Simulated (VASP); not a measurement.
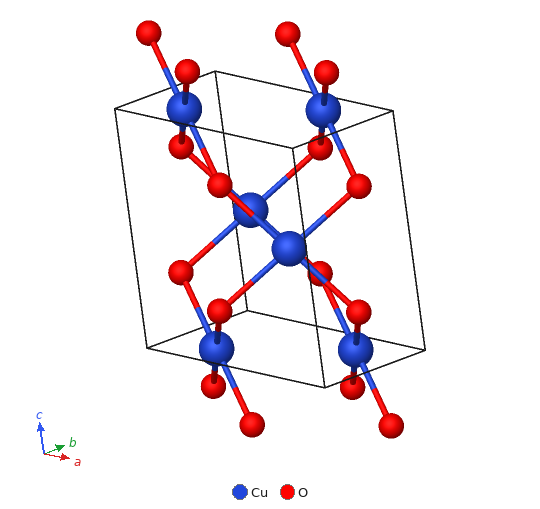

CuO, space group C2/c (No. 15), a = 4.684 Å, b = 3.423 Å, c = 5.129 Å, α = 90.00°, β = 99.54°, γ = 90.00°

| site | Wyckoff | x | y | z |
| --- | --- | --- | --- | --- |
| Cu | 4c | 0.2500 | 0.7500 | 0.5000 |
| O | 4e | 0.5000 | 0.0816 | 0.7500 |

Source: an entry of the Crystallography Open Database, as set up for an electronic-structure calculation.

### How is the cell volume shared among the sites in a plain Voronoi partition?

```json
{"site": "Cu", "faces above 1 % of the sphere": "8", "volume (Å³)": "10.21", "solid angle by neighbour (%)": "O 89 Cu 11"}
{"site": "O", "faces above 1 % of the sphere": "12", "volume (Å³)": "10.06", "solid angle by neighbour (%)": "Cu 89 O 11"}
```

Weighted by multiplicity the volumes add up to the cell volume, 81.1 Å³.

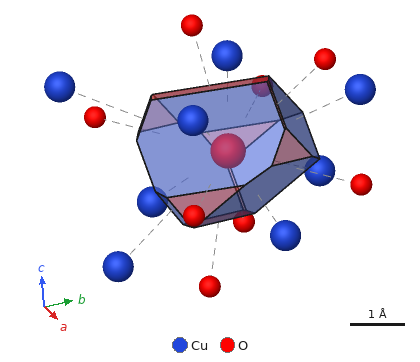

The computed Voronoi cell of O, with the neighbours that bound it.
